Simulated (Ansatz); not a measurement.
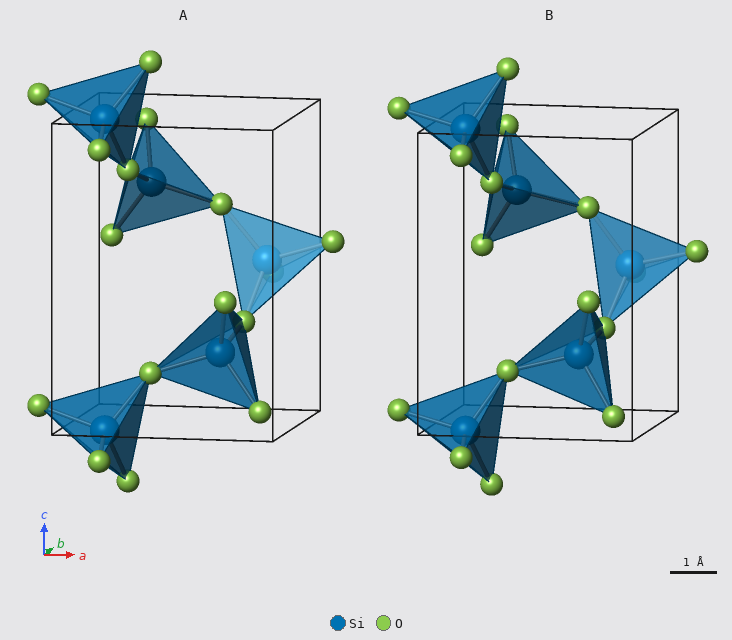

Two geometries of crystalline SiO2 (set up in P4_32_12): one is the relaxed structure, the other was perturbed away from it. Style: polyhedral. Shown: the cell of the calculation, slightly off an axis.

These are results of Ansatz 0.2.0, DFT r2SCAN, scalar-relativistic, plane waves, PAW, not measurements. Set-up: plane-wave cutoff 500 eV; k-point mesh 6 × 6 × 4; occupations gaussian; smearing width 0.02 eV; no spin polarisation.

Which is the distorted one, and what does the distortion cost?

Answer. Structure B is the perturbed one. Equal strain along all axes, −3.0 %, is applied. The cell is then held and the atoms relaxed. The volume changes by −8.7 %, with a = b 4.982 → 4.832 Å (−3.0 %), c 6.921 → 6.713 Å (−3.0 %). The largest moves relative to the cell, 0.16 Å, are those of O atoms. Largest moves by element: O 0.16 Å, Si 0.10 Å. The space group stays P4_32_12 (No. 96). It costs 6.2 meV per atom. Pressure: 0.0 GPa before, 1.8 GPa after. The principal stresses (compression positive) are 1.2 GPa along c and 2.0 GPa across it. The gap on the k-mesh goes from 6.35 to 6.54 eV.
